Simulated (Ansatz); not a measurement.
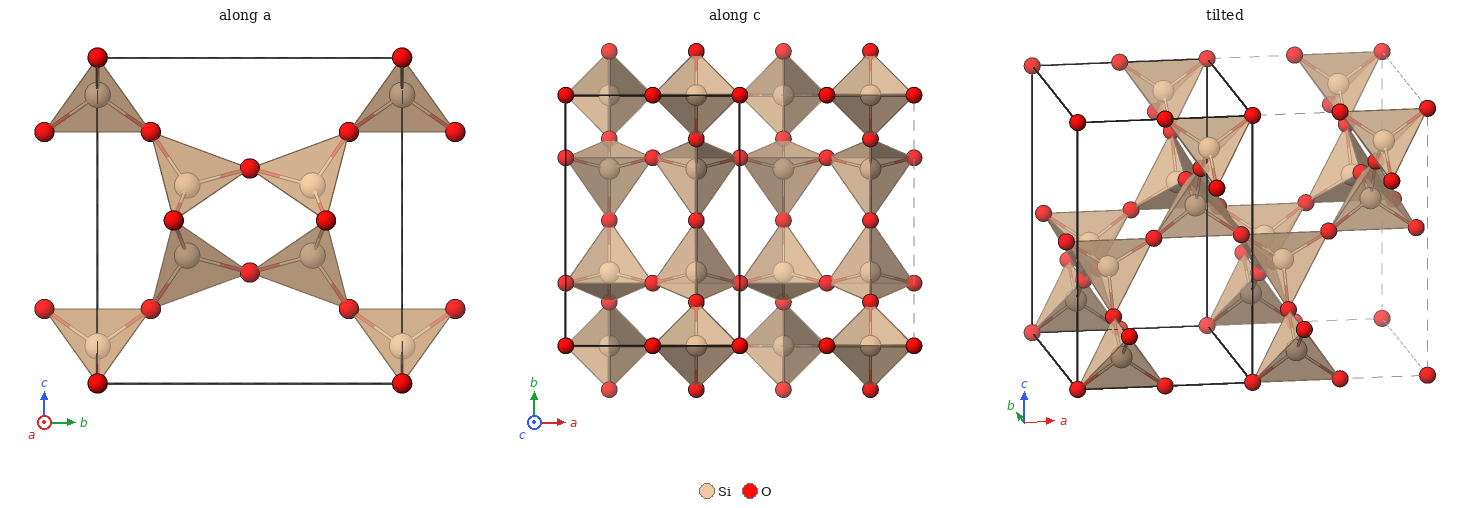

The crystal in a polyhedral representation, seen along the a axis, along the c axis and slightly off an axis. Solid lines give the conventional unit cell, repeated here 2×1×1 times. A few atoms beyond the faces are included. Cell: a = 5.254 Å, b = 7.564 Å, c = 8.096 Å, α = 90.00°, β = 90.00°, γ = 90.00°.

The compound is SiO$_{2}$. The atoms follow space group Pmma (No. 51); the Bravais lattice is primitive orthorhombic. There are 18 atoms in the cell: 6 Si, 12 O. The polyhedra are SiO4 tetrahedra; they share corners. About every Si there are four O in a tetrahedral arrangement at about 1.6 Å. The O atoms are each bonded to two Si at about 1.6 Å. The bonds build a three-dimensional framework.

Its origin is a structure listed in the Materials Project. It was relaxed at fixed volume with Ansatz, DFT LDA, scalar-relativistic, plane waves, PAW.
